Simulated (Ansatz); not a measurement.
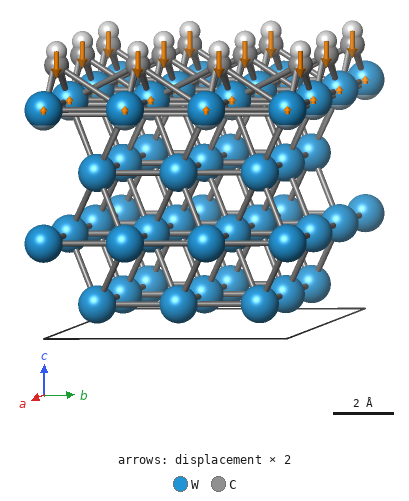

This is a constrained relaxation of a slab of composition W4C (cut from the Im-3m phase). The starting structure is drawn faded, the final one solid; orange arrows show the displacements, magnified 2 times.

The picture is a ball-and-stick view of the 3 × 3 repeat of the cell, outlined in the plane, without the vacuum, seen slightly off an axis.

Case: C put at a bridge W-W site. The slab is the (1 1 0) face of W with C on it. 2 atoms are held fixed.

Theory: DFT PBEsol, scalar-relativistic, plane waves, PAW (Ansatz 0.2.0). (plane-wave cutoff 420 eV; k-point mesh 11 × 11 × 1; occupations gaussian; smearing width 0.1 eV; no spin polarisation; dipole correction; atoms relaxed in a fixed cell; force threshold 0.03 eV/Å; at most 70 steps)

Atoms of which element are displaced furthest, and by how much?

Carbon: up to 0.46 Å, against 0.14 Å for tungsten.

Describe the change and its energy.

The atom that moves furthest is the C atom (0.46 Å along the normal (−c)). By element the largest moves are C 0.46 Å, W 0.14 Å. The cell doesn't change. Near-neighbour distances that change, for instance: C–W 2.389 → 1.922 Å, C–W 3.268 → 2.945 Å, W–W 2.666 → 2.788 Å, W–W 3.097 → 3.203 Å. Among the angles between lasting bonds that change: W–C–W 69.7° → 90.6°. The energy falls by 1.401 eV per cell of the calculation in 4 accepted moves (5 points after the start). The largest force component goes from 3.2 to 0.026 eV/Å. 1 step only repeated the SCF at the same geometry. The run took 3.8 min on 1 thread of Arm Neoverse V1 (shared host), peak memory 0.58 GiB.

Limits of the set-up: the periodic images lie only 2.7 Å apart, so the values are limited by the cell's size.
